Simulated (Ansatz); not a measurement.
## Run report: C$_{20}$H$_{3}$N, geometry relaxation (part 1 of 4)

C$_{20}$H$_{3}$N (slab, 24 atoms in the cell), computed with DFT PBE+D3(BJ), scalar-relativistic, plane waves, PAW, no spin polarisation (Ansatz 0.2.0).

The structure derives from an entry of the Crystallography Open Database. The input holds or restrains some coordinates. It belongs to a series of runs on one base structure; here: 1 MeCN a cell, upright, over a bridge C-C site.

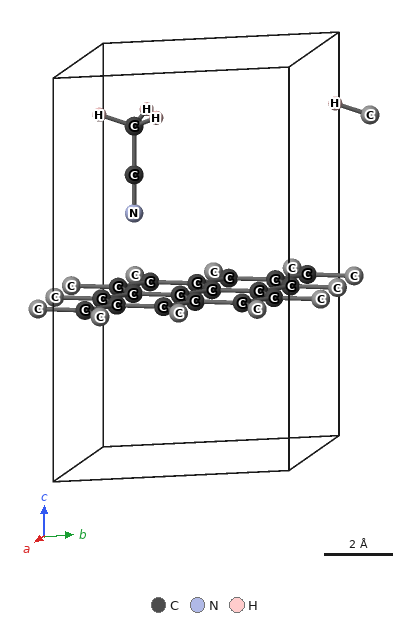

Figure 1. The starting structure (ball-and-stick view of the cell of the calculation, with the vacuum cut short, seen slightly off an axis; neighbours outside the cell are drawn fainter). Near neighbours in the crystal (not all of them lie inside the picture): C has 3 C at 1.42 Å; C has 1 C at 1.46 Å and 3 H at 1.11 Å; C has 1 C at 1.46 Å and 1 N at 1.16 Å; N has 1 C at 1.16 Å; H has 1 C at 1.11 Å.

### Input
```yaml
crystal:
  lattice:
    - [7.3951485247, 0.0, 0.0]
    - [-3.6975742623, 6.4043864871, 0.0]
    - [0.0, 0.0, 20.9919100066]
  atoms:
    - { symbol: C, position: [0.5555555556, 0.4444444444, 0.3810991948] }
    - { symbol: C, position: [0.5555555556, 0.7777777778, 0.3810991948] }
    - { symbol: C, position: [0.5555555556, 0.1111111111, 0.3810991948] }
    - { symbol: C, position: [0.8888888889, 0.4444444444, 0.3810991948] }
    - { symbol: C, position: [0.8888888889, 0.7777777778, 0.3810991948] }
    - { symbol: C, position: [0.8888888889, 0.1111111111, 0.3810991948] }
    - { symbol: C, position: [0.2222222222, 0.4444444444, 0.3810991948] }
    - { symbol: C, position: [0.2222222222, 0.7777777778, 0.3810991948] }
    - { symbol: C, position: [0.2222222222, 0.1111111111, 0.3810991948] }
    - { symbol: C, position: [0.4444444444, 0.2222222222, 0.3811758913] }
    - { symbol: C, position: [0.4444444444, 0.5555555556, 0.3811758913] }
    - { symbol: C, position: [0.4444444444, 0.8888888889, 0.3811758913] }
    - { symbol: C, position: [0.7777777778, 0.2222222222, 0.3811758913] }
    - { symbol: C, position: [0.7777777778, 0.5555555556, 0.3811758913] }
    - { symbol: C, position: [0.7777777778, 0.8888888889, 0.3811758913] }
    - { symbol: C, position: [0.1111111111, 0.2222222222, 0.3811758913] }
    - { symbol: C, position: [0.1111111111, 0.5555555556, 0.3811758913] }
    - { symbol: C, position: [0.1111111111, 0.8888888889, 0.3811758913] }
    - { symbol: C, position: [0.1666666667, 0.1666666667, 0.6079489671] }
    - { symbol: C, position: [0.1666666667, 0.1666666667, 0.5382459244] }
    - { symbol: "N", position: [0.1666666667, 0.1666666667, 0.4831199259] }
    - { symbol: H, position: [0.0402882387, 0.1930661447, 0.6255700411] }
    - { symbol: H, position: [0.1402788806, 0.0139003851, 0.6255700411] }
    - { symbol: H, position: [0.3194457499, 0.2930475625, 0.6255700411] }
basis:
  ecutwfc: 420
kpoints:
  mp_grid: { grid: [3, 3, 1] }
hamiltonian:
  xc: pbe
  dispersion: d3bj
scf:
  occupations: { method: gaussian, width: 0.05 }
output:
  forces: true
  eigenvalues: true
  write_density: true
  write_potential: true
  elf: true
  volumetric_format: npy
relax:
  adjacent_minimum: "off"
  f_tol: 0.04
  max_steps: 100
  constraints: [{ sites: [0] }]
efield:
  axis: 3
  dipole_correction: true
  ramp_width: 0.04
```

Hardware: 2 threads of Arm Neoverse V1, 24 GiB of memory available, shared host.

Command:
```bash
ansatz run input.yaml --threads 2 --pin off --max-ram 6144MiB --backend cpu --events-out ev --progress --plain --runs-dir out
```

### Output
```
Engine: ansatz 0.2.0, aarch64-unknown-linux-gnu
Pseudopotentials: kind: paw
Pseudopotential: C, paw, valence charge 4, recommended cutoff 420 eV (normal), C.paw.azcp
Pseudopotential: N, paw, valence charge 5, recommended cutoff 420 eV (normal), N.paw.azcp
Pseudopotential: H, paw, valence charge 1, recommended cutoff 420 eV (normal), H.paw.azcp
Functional definition: PBE
  parameter kappa = 0.804
  parameter beta = 0.06672455060314922
  exchange = pbe_x(kappa = kappa, mu = beta*pi^2/3)
  correlation = pbe_c(beta = beta)
Crystal: 24 atoms, lattice volume = 994.206 Å³
Basis set: ecut = 420 eV, 19463 PW (Γ), exchange–correlation on 100×100×288 points (8 copies of the dense FFT grid, shifted against one another)
Bands: 68, of which v1, the nominal top of the filled ones, is band 44 counted from 1 (43 counted from 0)
Symmetry: 1 space group operations
Space group: P1 (ITA 1), of the structure as read, at distance tolerance 1.0e-4 Å
k-points: 5 of 9 (time reversal used)
Non-local potential: C, projectors of the file, l = 0: 2, l = 1: 2, l = 2: 1
Non-local potential: N, projectors of the file, l = 0: 2, l = 1: 2, l = 2: 1
Non-local potential: H, projectors of the file, l = 0: 2, l = 1: 1
PAW form: soft (Blöchl's): semilocal exchange-correlation on the pseudo side does not see the compensation charge
PAW one-centre angular grid: C, 110 points (default); XC on 64 Gauss nodes
PAW one-centre angular grid: N, 110 points (default); XC on 64 Gauss nodes
PAW one-centre angular grid: H, 110 points (default); XC on 64 Gauss nodes
Initial density: superposition of atomic densities (neutral atoms: chi_scale 0, normalization atom), corrected by the library's trained network
Initial wavefunctions: pseudopotential atomic-orbital guess
Functional: x = pbe(κ = 0.804, μ = 0.2195149727645171), c = pbe(β = 0.06672455060314922)
SCF iter   1: F=—  HF=-5450.884938 eV  |F-HF|=—  |Δ(HF+E_count)|=         —  Δρ=2.12e-3  dr2=2.91e-1  ethr=1.77e-3  p=0.040 e·Å  D=7.36e-3 V/Å  ΔV_dip=-0.15 eV  dr2_dipole=1.12e-1  V_vac-E_F(+/−)=4.19/4.35 eV  ⟨swp⟩=12.4  Hψ=2336  notcnv=0  defer=49
efield: sawtooth ramp at fractional position 0.9833 (placed from the atoms, in the widest stretch of the axis that holds none; the zero of the levels goes with the place), width 0.0400; the density the first Hamiltonian is built on has a dipole p = 0.040 e·Å; the dipole correction subtracts the counter field D = 7.36e-3 V/Å, which shifts the + side's vacuum level by -0.15 eV against the − side's; the planar-averaged density in the ramp window peaks in size at 3.3e-5 e/Å³
preconditioner: auto → LDOS  [insulator: Δε(μ)=0.195 eV  Ē_g=13.729 eV  σ=0.050 eV  W_gap=0.54  n_scr=108 (ndim 8)  ℏωp=11.0 eV  f_vac=0.737  D(μ)=6.35/eV (n_scr^D=24)  ε∞_Penn≈1.6  β→1.0]
SCF iter   2: F=—  HF=-5450.790175 eV  |F-HF|=—  |Δ(HF+E_count)|=   9.48e-2  Δρ=4.54e-3  dr2=3.55e-1  ethr=3.31e-4  p=0.848 e·Å  D=1.54e-1 V/Å  ΔV_dip=-3.24 eV  dr2_dipole=1.47e-2  V_vac-E_F(+/−)=1.10/4.34 eV  ⟨swp⟩=4.2  Hψ=743  notcnv=0  defer=86
SCF iter   3: F=—  HF=-5450.773251 eV  |F-HF|=—  |Δ(HF+E_count)|=   1.69e-2  Δρ=5.23e-3  dr2=3.54e-1  ethr=3.31e-4  p=0.629 e·Å  D=1.15e-1 V/Å  ΔV_dip=-2.40 eV  dr2_dipole=6.89e-3  V_vac-E_F(+/−)=1.93/4.33 eV  ⟨swp⟩=3.6  Hψ=678  notcnv=0  defer=89
SCF iter   4: F=—  HF=-5450.713918 eV  |F-HF|=—  |Δ(HF+E_count)|=   5.93e-2  Δρ=1.81e-3  dr2=4.50e-2  ethr=3.31e-4  p=0.659 e·Å  D=1.20e-1 V/Å  ΔV_dip=-2.52 eV  dr2_dipole=1.41e-3  V_vac-E_F(+/−)=1.81/4.33 eV  ⟨swp⟩=2.0  Hψ=646  notcnv=0  defer=89
SCF iter   5: F=—  HF=-5450.705050 eV  |F-HF|=—  |Δ(HF+E_count)|=   8.87e-3  Δρ=4.86e-4  dr2=3.04e-3  ethr=5.11e-5  p=0.689 e·Å  D=1.25e-1 V/Å  ΔV_dip=-2.63 eV  dr2_dipole=9.97e-5  V_vac-E_F(+/−)=1.69/4.32 eV  ⟨swp⟩=2.0  Hψ=502  notcnv=0  defer=89
SCF iter   6: F=—  HF=-5450.704795 eV  |F-HF|=—  |Δ(HF+E_count)|=   2.55e-4  Δρ=9.25e-5  dr2=1.14e-4  ethr=3.46e-6  p=0.700 e·Å  D=1.27e-1 V/Å  ΔV_dip=-2.67 eV  dr2_dipole=5.93e-7  V_vac-E_F(+/−)=1.65/4.32 eV  ⟨swp⟩=2.0  Hψ=570  notcnv=0  defer=89
SCF iter   7: F=-5450.704803 eV  HF=-5450.704803 eV  |F-HF|=2.48e-8  |Δ(HF+E_count)|=   8.50e-6  Δρ=3.30e-5  dr2=1.67e-5  ethr=4.55e-8  p=0.700 e·Å  D=1.27e-1 V/Å  ΔV_dip=-2.67 eV  dr2_dipole=3.83e-9  V_vac-E_F(+/−)=1.64/4.32 eV  ⟨swp⟩=34.6  Hψ=4406  notcnv=0
SCF 1 converged in 7 iterations: F = -5450.704803 eV  dr2 = 1.67e-5
  greatest PAW one-centre occupation: 0.854 electrons in one spin orbital (limit 2), on the N atom at site 20 (counted from 0), in its partial waves of l = 0
relax step   1: F+E_penalty+E_count = -5450.70480340 eV  Δ(F+E_penalty+E_count) = +0.000e0 eV  max|allowed force component| = 2.453e0 eV/Å  Δτ_max = 0.0000 Å  (7 SCF iters, dr2 threshold 4.00e-5 eV, accepted)
Initial density: handed on by an earlier stage of this run
Initial wavefunctions: those handed on with the density
iter 1 solved again at ethr=1.93e-3 eV; its pass at ethr=3.10e-3 eV (dr2=1.70e0 eV) is discarded
SCF iter   1: F=—  HF=-5451.784313 eV  |F-HF|=—  |Δ(HF+E_count)|=         —  Δρ=1.82e-2  dr2=1.73e0  ethr=1.93e-3  p=0.700 e·Å  D=1.27e-1 V/Å  ΔV_dip=-2.67 eV  dr2_dipole=7.15e-5  V_vac-E_F(+/−)=1.63/4.31 eV  ⟨swp⟩=1.0  Hψ=1380  notcnv=0  defer=50
efield: sawtooth ramp at fractional position 0.9833 (handed on by an earlier solve), width 0.0400; the density the first Hamiltonian is built on has a dipole p = 0.700 e·Å; the dipole correction subtracts the counter field D = 1.27e-1 V/Å, which shifts the + side's vacuum level by -2.67 eV against the − side's; the planar-averaged density in the ramp window peaks in size at 3.5e-7 e/Å³
preconditioner: auto → LDOS  [metal: Δε(μ)=0.019 eV  Ē_g=12.940 eV  σ=0.050 eV  W_gap=0.21  n_scr=108 (ndim 8)  ℏωp=11.0 eV  f_vac=0.738  D(μ)=6.43/eV (n_scr^D=24)  β→1.0]
SCF iter   2: F=—  HF=-5452.527661 eV  |F-HF|=—  |Δ(HF+E_count)|=   7.43e-1  Δρ=2.11e-2  dr2=5.53e0  ethr=1.93e-3  p=0.481 e·Å  D=8.76e-2 V/Å  ΔV_dip=-1.84 eV  dr2_dipole=5.30e-2  V_vac-E_F(+/−)=2.54/4.37 eV  ⟨swp⟩=3.4  Hψ=896  notcnv=0  defer=93  recentre
SCF iter   3: F=—  HF=-5451.529546 eV  |F-HF|=—  |Δ(HF+E_count)|=   9.98e-1  Δρ=9.76e-3  dr2=8.32e-1  ethr=1.93e-3  p=0.737 e·Å  D=1.34e-1 V/Å  ΔV_dip=-2.82 eV  dr2_dipole=9.19e-3  V_vac-E_F(+/−)=1.50/4.32 eV  ⟨swp⟩=3.0  Hψ=679  notcnv=0  defer=86
SCF iter   4: F=—  HF=-5451.378117 eV  |F-HF|=—  |Δ(HF+E_count)|=   1.51e-1  Δρ=1.20e-3  dr2=8.74e-3  ethr=9.46e-4  p=0.678 e·Å  D=1.23e-1 V/Å  ΔV_dip=-2.59 eV  dr2_dipole=3.55e-5  V_vac-E_F(+/−)=1.71/4.30 eV  ⟨swp⟩=2.0  Hψ=648  notcnv=0  defer=86
SCF iter   5: F=—  HF=-5451.379005 eV  |F-HF|=—  |Δ(HF+E_count)|=   8.88e-4  Δρ=2.39e-4  dr2=7.07e-4  ethr=9.93e-6  p=0.695 e·Å  D=1.26e-1 V/Å  ΔV_dip=-2.65 eV  dr2_dipole=1.22e-5  V_vac-E_F(+/−)=1.63/4.28 eV  ⟨swp⟩=2.0  Hψ=500  notcnv=0  defer=86
SCF iter   6: F=-5451.379005 eV  HF=-5451.378986 eV  |F-HF|=1.86e-5  |Δ(HF+E_count)|=   1.88e-5  Δρ=9.07e-5  dr2=8.05e-5  ethr=1.14e-7  p=0.694 e·Å  D=1.26e-1 V/Å  ΔV_dip=-2.65 eV  dr2_dipole=3.75e-6  V_vac-E_F(+/−)=1.63/4.28 eV  ⟨swp⟩=24.8  Hψ=3876  notcnv=0
SCF 2 converged in 6 iterations: F = -5451.379005 eV  dr2 = 8.05e-5
  greatest PAW one-centre occupation: 0.849 electrons in one spin orbital (limit 2), on the N atom at site 20 (counted from 0), in its partial waves of l = 0
relax step   2: F+E_penalty+E_count = -5451.37900468 eV  Δ(F+E_penalty+E_count) = -6.742e-1 eV  max|allowed force component| = 3.519e-1 eV/Å  Δτ_max = 0.1943 Å  (6 SCF iters, dr2 threshold 1.00e-4 eV, accepted)
[... from here on the SCF iterations and repeated set-up lines of each step are left out, up to the last step ...]
SCF 3 converged in 9 iterations: F = -5451.575916 eV  dr2 = 5.96e-7
relax step   3: F+E_penalty+E_count = -5451.57591582 eV  Δ(F+E_penalty+E_count) = -1.969e-1 eV  max|allowed force component| = 3.098e-1 eV/Å  Δτ_max = 0.1949 Å  (9 SCF iters, dr2 threshold 7.74e-6 eV, accepted)
SCF 4 converged in 9 iterations: F = -5451.672425 eV  dr2 = 1.25e-7
relax step   4: F+E_penalty+E_count = -5451.67242542 eV  Δ(F+E_penalty+E_count) = -9.651e-2 eV  max|allowed force component| = 3.496e-1 eV/Å  Δτ_max = 0.1954 Å  (9 SCF iters, dr2 threshold 6.00e-6 eV, accepted)
SCF 5 converged in 6 iterations: F = -5451.726591 eV  dr2 = 2.06e-5
relax step   5: F+E_penalty+E_count = -5451.72659063 eV  Δ(F+E_penalty+E_count) = -5.417e-2 eV  max|allowed force component| = 1.331e-1 eV/Å  Δτ_max = 0.1944 Å  (6 SCF iters, dr2 threshold 9.48e-5 eV, accepted)
SCF 6 converged in 9 iterations: F = -5451.753343 eV  dr2 = 1.88e-7
relax step   6: F+E_penalty+E_count = -5451.75334332 eV  Δ(F+E_penalty+E_count) = -2.675e-2 eV  max|allowed force component| = 8.873e-2 eV/Å  Δτ_max = 0.1954 Å  (9 SCF iters, dr2 threshold 2.57e-6 eV, accepted)
SCF 7 converged in 9 iterations: F = -5451.760570 eV  dr2 = 4.03e-8
relax step   7: F+E_penalty+E_count = -5451.76057034 eV  Δ(F+E_penalty+E_count) = -7.227e-3 eV  max|allowed force component| = 1.639e-1 eV/Å  Δτ_max = 0.1462 Å  (9 SCF iters, accepted)
SCF 8 converged in 7 iterations: F = -5451.762298 eV  dr2 = 2.05e-7
relax step   8: F+E_penalty+E_count = -5451.76229812 eV  Δ(F+E_penalty+E_count) = -1.728e-3 eV  max|allowed force component| = 1.671e-1 eV/Å  Δτ_max = 0.0835 Å  (7 SCF iters, dr2 threshold 1.19e-5 eV, accepted)
SCF 9 converged in 6 iterations: F = -5451.764111 eV  dr2 = 6.78e-6
relax step   9: F+E_penalty+E_count = -5451.76411144 eV  Δ(F+E_penalty+E_count) = -1.813e-3 eV  max|allowed force component| = 3.414e-1 eV/Å  Δτ_max = 0.1472 Å  (6 SCF iters, dr2 threshold 2.79e-5 eV, accepted)
SCF 10 converged in 7 iterations: F = -5451.765603 eV  dr2 = 4.12e-6
relax step  10: F+E_penalty+E_count = -5451.76560338 eV  Δ(F+E_penalty+E_count) = -1.492e-3 eV  max|allowed force component| = 7.759e-1 eV/Å  Δτ_max = 0.1951 Å  (7 SCF iters, dr2 threshold 1.00e-4 eV, accepted)
SCF 11 converged in 6 iterations: F = -5451.774312 eV  dr2 = 5.31e-6
relax step  11: F+E_penalty+E_count = -5451.77431184 eV  Δ(F+E_penalty+E_count) = -8.708e-3 eV  max|allowed force component| = 6.485e-1 eV/Å  Δτ_max = 0.1564 Å  (6 SCF iters, dr2 threshold 1.00e-4 eV, accepted)
SCF 12 converged in 6 iterations: F = -5451.786228 eV  dr2 = 8.85e-6
relax step  12: F+E_penalty+E_count = -5451.78622787 eV  Δ(F+E_penalty+E_count) = -1.192e-2 eV  max|allowed force component| = 6.404e-1 eV/Å  Δτ_max = 0.1914 Å  (6 SCF iters, dr2 threshold 1.00e-4 eV, accepted)
SCF 13 converged in 6 iterations: F = -5451.797540 eV  dr2 = 8.88e-6
relax step  13: F+E_penalty+E_count = -5451.79753954 eV  Δ(F+E_penalty+E_count) = -1.131e-2 eV  max|allowed force component| = 7.902e-1 eV/Å  Δτ_max = 0.1949 Å  (6 SCF iters, dr2 threshold 1.00e-4 eV, accepted)
SCF 14 converged in 7 iterations: F = -5451.811963 eV  dr2 = 1.29e-6
relax step  14: F+E_penalty+E_count = -5451.81196272 eV  Δ(F+E_penalty+E_count) = -1.442e-2 eV  max|allowed force component| = 7.666e-1 eV/Å  Δτ_max = 0.1950 Å  (7 SCF iters, dr2 threshold 1.00e-4 eV, accepted)
SCF 15 converged in 7 iterations: F = -5451.830631 eV  dr2 = 9.97e-7
relax step  15: F+E_penalty+E_count = -5451.83063070 eV  Δ(F+E_penalty+E_count) = -1.867e-2 eV  max|allowed force component| = 5.706e-1 eV/Å  Δτ_max = 0.1936 Å  (7 SCF iters, dr2 threshold 1.00e-4 eV, accepted)
SCF 16 converged in 7 iterations: F = -5451.852369 eV  dr2 = 9.84e-7
relax step  16: F+E_penalty+E_count = -5451.85236893 eV  Δ(F+E_penalty+E_count) = -2.174e-2 eV  max|allowed force component| = 3.701e-1 eV/Å  Δτ_max = 0.2000 Å  (7 SCF iters, dr2 threshold 1.00e-4 eV, accepted)
SCF 17 converged in 6 iterations: F = -5451.870638 eV  dr2 = 5.26e-6
relax step  17: F+E_penalty+E_count = -5451.87063783 eV  Δ(F+E_penalty+E_count) = -1.827e-2 eV  max|allowed force component| = 3.228e-1 eV/Å  Δτ_max = 0.1950 Å  (6 SCF iters, dr2 threshold 5.76e-5 eV, accepted)
SCF 18 converged in 7 iterations: F = -5451.888261 eV  dr2 = 7.40e-7
relax step  18: F+E_penalty+E_count = -5451.88826116 eV  Δ(F+E_penalty+E_count) = -1.762e-2 eV  max|allowed force component| = 3.915e-1 eV/Å  Δτ_max = 0.1950 Å  (7 SCF iters, dr2 threshold 4.38e-5 eV, accepted)
SCF 19 converged in 7 iterations: F = -5451.906522 eV  dr2 = 6.57e-7
relax step  19: F+E_penalty+E_count = -5451.90652170 eV  Δ(F+E_penalty+E_count) = -1.826e-2 eV  max|allowed force component| = 3.898e-1 eV/Å  Δτ_max = 0.1950 Å  (7 SCF iters, dr2 threshold 1.00e-4 eV, accepted)
SCF 20 converged in 7 iterations: F = -5451.926188 eV  dr2 = 8.05e-7
relax step  20: F+E_penalty+E_count = -5451.92618781 eV  Δ(F+E_penalty+E_count) = -1.967e-2 eV  max|allowed force component| = 3.273e-1 eV/Å  Δτ_max = 0.1962 Å  (7 SCF iters, dr2 threshold 1.00e-4 eV, accepted)
SCF 21 converged in 7 iterations: F = -5451.946077 eV  dr2 = 7.15e-7
relax step  21: F+E_penalty+E_count = -5451.94607650 eV  Δ(F+E_penalty+E_count) = -1.989e-2 eV  max|allowed force component| = 1.187e-1 eV/Å  Δτ_max = 0.1924 Å  (7 SCF iters, dr2 threshold 7.56e-5 eV, accepted)
SCF 22 converged in 7 iterations: F = -5451.964647 eV  dr2 = 7.61e-7
relax step  22: F+E_penalty+E_count = -5451.96464709 eV  Δ(F+E_penalty+E_count) = -1.857e-2 eV  max|allowed force component| = 1.717e-1 eV/Å  Δτ_max = 0.1918 Å  (7 SCF iters, dr2 threshold 1.85e-6 eV, accepted)
SCF 23 converged in 7 iterations: F = -5451.983412 eV  dr2 = 8.16e-7
relax step  23: F+E_penalty+E_count = -5451.98341163 eV  Δ(F+E_penalty+E_count) = -1.876e-2 eV  max|allowed force component| = 2.034e-1 eV/Å  Δτ_max = 0.1941 Å  (7 SCF iters, dr2 threshold 3.88e-6 eV, accepted)
SCF 24 converged in 6 iterations: F = -5452.003249 eV  dr2 = 1.10e-5
relax step  24: F+E_penalty+E_count = -5452.00324901 eV  Δ(F+E_penalty+E_count) = -1.984e-2 eV  max|allowed force component| = 1.905e-1 eV/Å  Δτ_max = 0.1942 Å  (6 SCF iters, dr2 threshold 4.14e-5 eV, accepted)
SCF 25 converged in 6 iterations: F = -5452.023879 eV  dr2 = 1.71e-5
relax step  25: F+E_penalty+E_count = -5452.02387895 eV  Δ(F+E_penalty+E_count) = -2.063e-2 eV  max|allowed force component| = 1.569e-1 eV/Å  Δτ_max = 0.1937 Å  (6 SCF iters, dr2 threshold 3.18e-5 eV, accepted)
SCF 26 converged in 7 iterations: F = -5452.043776 eV  dr2 = 2.70e-6
relax step  26: F+E_penalty+E_count = -5452.04377637 eV  Δ(F+E_penalty+E_count) = -1.990e-2 eV  max|allowed force component| = 1.151e-1 eV/Å  Δτ_max = 0.1925 Å  (7 SCF iters, dr2 threshold 1.67e-5 eV, accepted)
SCF 27 converged in 9 iterations: F = -5452.060993 eV  dr2 = 1.13e-7
relax step  27: F+E_penalty+E_count = -5452.06099270 eV  Δ(F+E_penalty+E_count) = -1.722e-2 eV  max|allowed force component| = 1.161e-1 eV/Å  Δτ_max = 0.1936 Å  (9 SCF iters, dr2 threshold 7.14e-6 eV, accepted)
SCF 28 converged in 8 iterations: F = -5452.072781 eV  dr2 = 3.42e-7
relax step  28: F+E_penalty+E_count = -5452.07278131 eV  Δ(F+E_penalty+E_count) = -1.179e-2 eV  max|allowed force component| = 1.445e-1 eV/Å  Δτ_max = 0.1928 Å  (8 SCF iters, dr2 threshold 7.26e-6 eV, accepted)
SCF 29 converged in 6 iterations: F = -5452.077060 eV  dr2 = 6.22e-6
relax step  29: F+E_penalty+E_count = -5452.07706040 eV  Δ(F+E_penalty+E_count) = -4.279e-3 eV  max|allowed force component| = 1.541e-1 eV/Å  Δτ_max = 0.1950 Å  (6 SCF iters, dr2 threshold 2.09e-5 eV, accepted)
SCF 30 converged in 6 iterations: F = -5452.078803 eV  dr2 = 8.83e-7
relax step  30: F+E_penalty+E_count = -5452.07880250 eV  Δ(F+E_penalty+E_count) = -1.742e-3 eV  max|allowed force component| = 1.974e-1 eV/Å  Δτ_max = 0.0825 Å  (6 SCF iters, dr2 threshold 2.37e-5 eV, accepted)
SCF 31 converged in 7 iterations: F = -5452.080944 eV  dr2 = 3.81e-7
relax step  31: F+E_penalty+E_count = -5452.08094392 eV  Δ(F+E_penalty+E_count) = -2.141e-3 eV  max|allowed force component| = 1.587e-1 eV/Å  Δτ_max = 0.1075 Å  (7 SCF iters, dr2 threshold 3.90e-5 eV, accepted)
SCF 32 converged in 7 iterations: F = -5452.082668 eV  dr2 = 3.48e-7
relax step  32: F+E_penalty+E_count = -5452.08266825 eV  Δ(F+E_penalty+E_count) = -1.724e-3 eV  max|allowed force component| = 2.147e-1 eV/Å  Δτ_max = 0.1019 Å  (7 SCF iters, dr2 threshold 1.63e-5 eV, accepted)
SCF 33 converged in 6 iterations: F = -5452.085511 eV  dr2 = 2.95e-7
```
